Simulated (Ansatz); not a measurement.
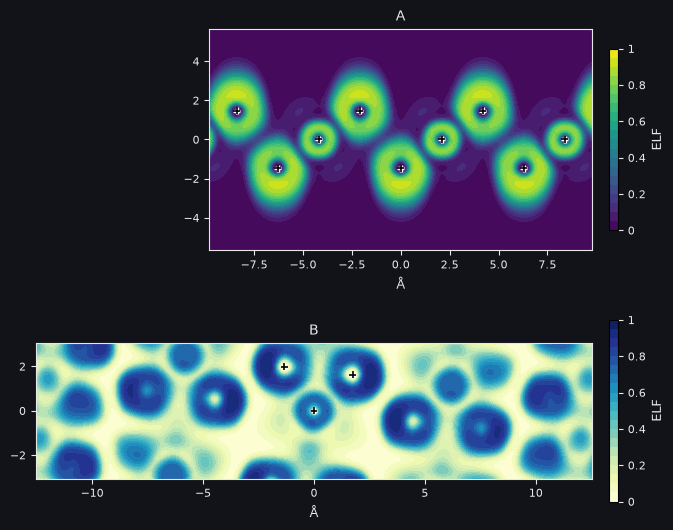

The electron localisation function of 2 systems, each on a plane through atoms (crosses mark nuclei in the plane).

Method: DFT PBE+D3(BJ), scalar-relativistic, plane waves, PAW in Ansatz 0.2.0.

System 1: ZrS2 (slab), the (110) plane of the calculation cell, a cut from vacuum to vacuum. 

System 2: MoS2, the (111) plane of the calculation cell. Space group P6₃/mmc; a structure from a database of computed crystals, not necessarily the ambient phase; computed without spin polarisation.

```cif
data_structure
_symmetry_space_group_name_H-M 'P 1'
_symmetry_Int_Tables_number 1
_cell_length_a 3.1492
_cell_length_b 3.1492
_cell_length_c 24.1869
_cell_angle_alpha 90.000
_cell_angle_beta 90.000
_cell_angle_gamma 120.000
_cell_volume 207.73
loop_
_atom_site_label
_atom_site_type_symbol
_atom_site_fract_x
_atom_site_fract_y
_atom_site_fract_z
_atom_site_occupancy
Mo1 Mo 0.66667 0.33333 0.87507 1
Mo2 Mo 0.66667 0.33333 0.37492 1
Mo3 Mo 0.33333 0.66667 0.62508 1
Mo4 Mo 0.33333 0.66667 0.12493 1
S1 S 0.33333 0.66667 0.93981 1
S2 S 0.33333 0.66667 0.43967 1
S3 S 0.66667 0.33333 0.68982 1
S4 S 0.66667 0.33333 0.18967 1
S5 S 0.33333 0.66667 0.81033 1
S6 S 0.33333 0.66667 0.31018 1
S7 S 0.66667 0.33333 0.56033 1
S8 S 0.66667 0.33333 0.06019 1
```

**Match each panel to its system.**

Panel A is system 1, ZrS2: the plane holds S and Zr. Zr–S (2.56 Å): the ELF peaks at about 0.85 in the valence shell of S, 0.8 Å from its nucleus, and is about 0.40 at the midpoint. Panel B is system 2, MoS2: the plane holds Mo and S. Mo–S (2.40 Å): the ELF peaks at about 0.85 in the valence shell of S, 0.8 Å from its nucleus, and is about 0.45 at the midpoint.
